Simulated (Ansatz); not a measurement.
**Single-point calculation of Ge (part 2 of 2)**

Continued. System: Ge (Fd-3m, 4 atoms in the cell). Method: DFT, LDA, plane waves, PAW, no spin polarisation (Ansatz 0.2.0); cutoff 420 eV, 5×4×27 k-mesh, fixed occupations. The structure derives from a Materials Project entry. The run did not end well. The settings of this run were made unusual or wrong on purpose.

Geometry of the input (Å; fractional positions):
```
6.8848  0.0000  0.0000
-2.2949  10.2633  0.0000
3.4424  -1.5395  1.2570
Ge 0.5000  0.5000  0.0000
Ge 0.0000  0.0000  0.0000
Ge 0.6250  0.6250  0.5000
Ge 0.1250  0.1250  0.5000
```

## The program's output, continued
```
SCF iter  57: F=—  HF=-16862.879010 eV  |F-HF|=—  |Δ(HF+E_count)|=   2.89e-8  Δρ=6.42e-5  dr2=4.38e-6  ethr=1.71e-9  ⟨swp⟩=1.0  Hψ=8817  notcnv=0  defer=397  recentre
SCF iter  58: F=—  HF=-16862.879010 eV  |F-HF|=—  |Δ(HF+E_count)|=   1.77e-8  Δρ=6.24e-5  dr2=4.18e-6  ethr=1.71e-9  ⟨swp⟩=1.0  Hψ=8817  notcnv=0  defer=397
SCF iter  59: F=—  HF=-16862.879010 eV  |F-HF|=—  |Δ(HF+E_count)|=   1.18e-8  Δρ=3.75e-5  dr2=1.54e-6  ethr=1.71e-9  ⟨swp⟩=1.0  Hψ=8817  notcnv=0  defer=397
SCF iter  60: F=—  HF=-16862.879010 eV  |F-HF|=—  |Δ(HF+E_count)|=   2.34e-7  Δρ=7.41e-5  dr2=5.57e-6  ethr=1.71e-9  ⟨swp⟩=1.0  Hψ=8817  notcnv=0  defer=397  recentre
SCF iter  61: F=—  HF=-16862.879010 eV  |F-HF|=—  |Δ(HF+E_count)|=   5.95e-8  Δρ=7.52e-5  dr2=5.52e-6  ethr=1.71e-9  ⟨swp⟩=1.0  Hψ=8817  notcnv=0  defer=397
SCF iter  62: F=—  HF=-16862.879010 eV  |F-HF|=—  |Δ(HF+E_count)|=   2.85e-7  Δρ=8.36e-5  dr2=6.45e-6  ethr=1.71e-9  ⟨swp⟩=1.0  Hψ=8817  notcnv=0  defer=397
SCF iter  63: F=—  HF=-16862.879011 eV  |F-HF|=—  |Δ(HF+E_count)|=   4.52e-7  Δρ=9.33e-5  dr2=7.54e-6  ethr=1.71e-9  ⟨swp⟩=1.0  Hψ=8817  notcnv=0  defer=397
SCF iter  64: F=—  HF=-16862.879010 eV  |F-HF|=—  |Δ(HF+E_count)|=   7.09e-7  Δρ=7.41e-5  dr2=5.70e-6  ethr=1.71e-9  ⟨swp⟩=1.0  Hψ=8817  notcnv=0  defer=397
SCF iter  65: F=—  HF=-16862.879011 eV  |F-HF|=—  |Δ(HF+E_count)|=   8.75e-7  Δρ=8.59e-5  dr2=7.20e-6  ethr=1.71e-9  ⟨swp⟩=2.0  Hψ=10344  notcnv=0  defer=397
SCF iter  66: F=—  HF=-16862.879011 eV  |F-HF|=—  |Δ(HF+E_count)|=   4.55e-8  Δρ=8.70e-5  dr2=7.56e-6  ethr=1.71e-9  ⟨swp⟩=1.0  Hψ=8817  notcnv=0  defer=397
SCF iter  67: F=—  HF=-16862.879011 eV  |F-HF|=—  |Δ(HF+E_count)|=   2.28e-7  Δρ=8.44e-5  dr2=6.98e-6  ethr=1.71e-9  ⟨swp⟩=1.0  Hψ=8817  notcnv=0  defer=397
SCF iter  68: F=—  HF=-16862.879011 eV  |F-HF|=—  |Δ(HF+E_count)|=   3.10e-7  Δρ=8.89e-5  dr2=7.83e-6  ethr=1.71e-9  ⟨swp⟩=1.0  Hψ=8817  notcnv=0  defer=397
SCF iter  69: F=—  HF=-16862.879012 eV  |F-HF|=—  |Δ(HF+E_count)|=   1.08e-6  Δρ=9.22e-5  dr2=1.04e-5  ethr=1.71e-9  ⟨swp⟩=2.0  Hψ=16407  notcnv=0  defer=397
SCF iter  70: F=—  HF=-16862.879010 eV  |F-HF|=—  |Δ(HF+E_count)|=   1.85e-6  Δρ=6.64e-5  dr2=5.23e-6  ethr=1.71e-9  ⟨swp⟩=2.0  Hψ=10964  notcnv=0  defer=397
SCF iter  71: F=—  HF=-16862.879010 eV  |F-HF|=—  |Δ(HF+E_count)|=   1.27e-7  Δρ=5.90e-5  dr2=3.36e-6  ethr=1.71e-9  ⟨swp⟩=1.0  Hψ=8817  notcnv=0  defer=397
SCF iter  72: F=—  HF=-16862.879010 eV  |F-HF|=—  |Δ(HF+E_count)|=   1.84e-7  Δρ=6.18e-5  dr2=4.58e-6  ethr=1.71e-9  ⟨swp⟩=1.0  Hψ=8817  notcnv=0  defer=397
SCF iter  73: F=—  HF=-16862.879010 eV  |F-HF|=—  |Δ(HF+E_count)|=   4.13e-7  Δρ=7.30e-5  dr2=6.11e-6  ethr=1.71e-9  ⟨swp⟩=1.0  Hψ=8818  notcnv=0  defer=397
SCF iter  74: F=—  HF=-16862.879010 eV  |F-HF|=—  |Δ(HF+E_count)|=   5.66e-7  Δρ=6.23e-5  dr2=4.14e-6  ethr=1.71e-9  ⟨swp⟩=1.0  Hψ=8817  notcnv=0  defer=397
SCF iter  75: F=—  HF=-16862.879010 eV  |F-HF|=—  |Δ(HF+E_count)|=   8.66e-8  Δρ=5.42e-5  dr2=3.58e-6  ethr=1.71e-9  ⟨swp⟩=1.0  Hψ=8817  notcnv=0  defer=397
SCF iter  76: F=—  HF=-16862.879010 eV  |F-HF|=—  |Δ(HF+E_count)|=   6.57e-8  Δρ=5.49e-5  dr2=3.67e-6  ethr=1.71e-9  ⟨swp⟩=1.0  Hψ=8817  notcnv=0  defer=397
SCF iter  77: F=—  HF=-16862.879010 eV  |F-HF|=—  |Δ(HF+E_count)|=   1.35e-7  Δρ=6.89e-5  dr2=5.03e-6  ethr=1.71e-9  ⟨swp⟩=1.0  Hψ=8817  notcnv=0  defer=397
SCF iter  78: F=—  HF=-16862.879010 eV  |F-HF|=—  |Δ(HF+E_count)|=   2.00e-7  Δρ=6.87e-5  dr2=5.14e-6  ethr=1.71e-9  ⟨swp⟩=1.0  Hψ=8817  notcnv=0  defer=397
SCF iter  79: F=—  HF=-16862.879010 eV  |F-HF|=—  |Δ(HF+E_count)|=   8.92e-9  Δρ=6.06e-5  dr2=4.27e-6  ethr=1.71e-9  ⟨swp⟩=1.0  Hψ=8817  notcnv=0  defer=397
SCF iter  80: F=—  HF=-16862.879010 eV  |F-HF|=—  |Δ(HF+E_count)|=   2.01e-9  Δρ=5.18e-5  dr2=3.25e-6  ethr=1.71e-9  ⟨swp⟩=1.0  Hψ=8817  notcnv=0  defer=397
SCF iter  81: F=—  HF=-16862.879010 eV  |F-HF|=—  |Δ(HF+E_count)|=   4.79e-8  Δρ=3.36e-5  dr2=1.26e-6  ethr=1.71e-9  ⟨swp⟩=1.0  Hψ=8817  notcnv=0  defer=397
SCF iter  82: F=—  HF=-16862.879010 eV  |F-HF|=—  |Δ(HF+E_count)|=   1.88e-8  Δρ=4.67e-5  dr2=2.66e-6  ethr=1.71e-9  ⟨swp⟩=1.0  Hψ=8817  notcnv=0  defer=397
SCF iter  83: F=—  HF=-16862.879010 eV  |F-HF|=—  |Δ(HF+E_count)|=   1.21e-8  Δρ=2.83e-5  dr2=8.29e-7  ethr=1.71e-9  ⟨swp⟩=1.0  Hψ=8817  notcnv=0  defer=397
SCF iter  84: F=—  HF=-16862.879010 eV  |F-HF|=—  |Δ(HF+E_count)|=   4.83e-9  Δρ=6.15e-5  dr2=4.18e-6  ethr=1.48e-9  ⟨swp⟩=1.0  Hψ=8817  notcnv=0  defer=397  recentre
SCF iter  85: F=—  HF=-16862.879010 eV  |F-HF|=—  |Δ(HF+E_count)|=   4.50e-9  Δρ=6.11e-5  dr2=3.82e-6  ethr=1.48e-9  ⟨swp⟩=1.0  Hψ=8817  notcnv=0  defer=397
SCF iter  86: F=—  HF=-16862.879010 eV  |F-HF|=—  |Δ(HF+E_count)|=   2.58e-9  Δρ=5.28e-5  dr2=3.41e-6  ethr=1.48e-9  ⟨swp⟩=1.0  Hψ=8817  notcnv=0  defer=397
SCF iter  87: F=—  HF=-16862.879010 eV  |F-HF|=—  |Δ(HF+E_count)|=   7.95e-9  Δρ=4.77e-5  dr2=2.78e-6  ethr=1.48e-9  ⟨swp⟩=1.0  Hψ=8817  notcnv=0  defer=397
SCF iter  88: F=—  HF=-16862.879010 eV  |F-HF|=—  |Δ(HF+E_count)|=   9.80e-9  Δρ=6.36e-5  dr2=4.67e-6  ethr=1.48e-9  ⟨swp⟩=1.0  Hψ=8817  notcnv=0  defer=397
SCF iter  89: F=—  HF=-16862.879010 eV  |F-HF|=—  |Δ(HF+E_count)|=   4.49e-9  Δρ=3.59e-5  dr2=1.52e-6  ethr=1.48e-9  ⟨swp⟩=1.0  Hψ=8817  notcnv=0  defer=397
SCF iter  90: F=—  HF=-16862.879010 eV  |F-HF|=—  |Δ(HF+E_count)|=   5.39e-8  Δρ=4.68e-5  dr2=2.66e-6  ethr=1.48e-9  ⟨swp⟩=1.0  Hψ=8817  notcnv=0  defer=397
SCF iter  91: F=—  HF=-16862.879010 eV  |F-HF|=—  |Δ(HF+E_count)|=   5.14e-8  Δρ=4.82e-5  dr2=2.80e-6  ethr=1.48e-9  ⟨swp⟩=1.0  Hψ=8817  notcnv=0  defer=397
SCF iter  92: F=—  HF=-16862.879010 eV  |F-HF|=—  |Δ(HF+E_count)|=   5.11e-8  Δρ=4.93e-5  dr2=2.88e-6  ethr=1.48e-9  ⟨swp⟩=1.0  Hψ=8817  notcnv=0  defer=397
SCF iter  93: F=—  HF=-16862.879010 eV  |F-HF|=—  |Δ(HF+E_count)|=   2.24e-7  Δρ=7.29e-5  dr2=4.60e-6  ethr=1.48e-9  ⟨swp⟩=1.3  Hψ=8925  notcnv=0  defer=397
SCF iter  94: F=—  HF=-16862.879010 eV  |F-HF|=—  |Δ(HF+E_count)|=   3.40e-8  Δρ=7.06e-5  dr2=5.64e-6  ethr=1.48e-9  ⟨swp⟩=1.0  Hψ=8817  notcnv=0  defer=397
SCF iter  95: F=—  HF=-16862.879010 eV  |F-HF|=—  |Δ(HF+E_count)|=   3.11e-7  Δρ=6.22e-5  dr2=4.45e-6  ethr=1.48e-9  ⟨swp⟩=1.0  Hψ=8817  notcnv=0  defer=397
SCF iter  96: F=—  HF=-16862.879010 eV  |F-HF|=—  |Δ(HF+E_count)|=   7.74e-8  Δρ=3.93e-5  dr2=1.82e-6  ethr=1.48e-9  ⟨swp⟩=1.0  Hψ=8817  notcnv=0  defer=397
SCF iter  97: F=—  HF=-16862.879010 eV  |F-HF|=—  |Δ(HF+E_count)|=   2.12e-8  Δρ=5.88e-5  dr2=4.12e-6  ethr=1.48e-9  ⟨swp⟩=1.0  Hψ=8817  notcnv=0  defer=397  recentre
SCF iter  98: F=—  HF=-16862.879010 eV  |F-HF|=—  |Δ(HF+E_count)|=   1.27e-7  Δρ=4.62e-5  dr2=2.50e-6  ethr=1.48e-9  ⟨swp⟩=6.7  Hψ=29490  notcnv=0
SCF iter  99: F=—  HF=-16862.879010 eV  |F-HF|=—  |Δ(HF+E_count)|=   1.94e-8  Δρ=3.91e-5  dr2=1.63e-6  ethr=1.48e-9  ⟨swp⟩=1.0  Hψ=19115  notcnv=0
SCF iter 100: F=—  HF=-16862.879010 eV  |F-HF|=—  |Δ(HF+E_count)|=   1.44e-8  Δρ=4.07e-5  dr2=1.76e-6  ethr=1.48e-9  ⟨swp⟩=1.0  Hψ=19115  notcnv=0
```

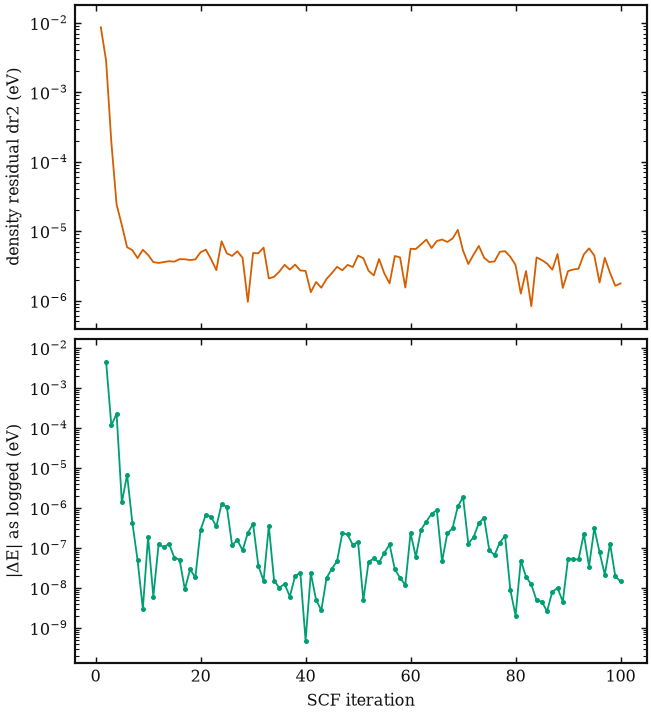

*Convergence of the self-consistent field: density residual dr2 and size of the energy change against the SCF iteration.*

The residual stalls near 3 × 10⁻⁶ and no longer falls.

```
Error: did not converge after 100 iterations: dr2 = 1.76e-6 (threshold 1.00e-7), under the density mixer `msr1`, which `scf.mixing.algorithm: auto` chose by the deck's other keys (type `scf.mixing.algorithm: msr1` to keep it); at k-index 0, counted from 0 in this SCF's own list of k-points, the highest band that the last eigensolve's fill by count filled, 8.518050 eV, and the lowest that it left empty, 8.518084 eV, lay 3.330e-5 eV apart, the closest at any k-point: where those lie closer than the levels still move from one iteration to the next, and no symmetry of the run holds them equal, such a fill need not settle, and opposed starting moments at zero total moment, or else a narrow smearing, may settle it (`scf.occupations.method`, Limitations, in the input reference); raise `scf.max_iter`, which need not help a stalled SCF, or adjust the mixing (`scf.mixing`) or, under a smearing, its width (`scf.occupations.width`, in either direction: another width is another result); this SCF holds its density and magnetisation to the symmetry operations that it keeps, and cannot end on a state that breaks one of them: if the state sought breaks one, re-run with `crystal.symmetry.detect: false`, without `crystal.symmetry.time_reversal: true`, on a non-collinear deck whose state breaks time reversal, with `crystal.symmetry.time_reversal: false` beside it (there exact exchange or a DFT+U term alone can polarise the run; a magnetic state wants starting moments), where the deck allows it (that run may end on another state, and need not converge either) — the other mixer that `auto` picks from is left to try (`scf.mixing.algorithm: broyden`); it can need more iterations, either can converge an SCF that the other leaves open, and the two can end on different states; the input reference at `scf.mixing.algorithm` says more, and from which start to try it
```

## What the run reported

```csv
quantity,value
outcome,not converged
space group (tolerance 0.01 Å),Fd-3m (227)
hardware,"8 threads of Intel Xeon (Granite Rapids), 192 GiB of memory available, shared host"
wall time,18 s (CPU time 2.1 min)
peak memory,0.86 GiB
```

## What went wrong

This input holds a deliberate fault: fixed occupations whatever the gap (`scf.occupations`). Fixed occupations are valid only where a gap stays open. The run did not converge: “did not converge after 100 iterations: dr2 = 1.76e-6 (threshold 1.00e-7), under the density mixer `msr1`, which `scf.mixing.algorithm: auto` chose by the deck's other keys (type `scf.mixing.algorithm: msr1` to keep it) …” Its last values are not results. Warnings of the run: the k-point mesh lowers the symmetry that the run can use.
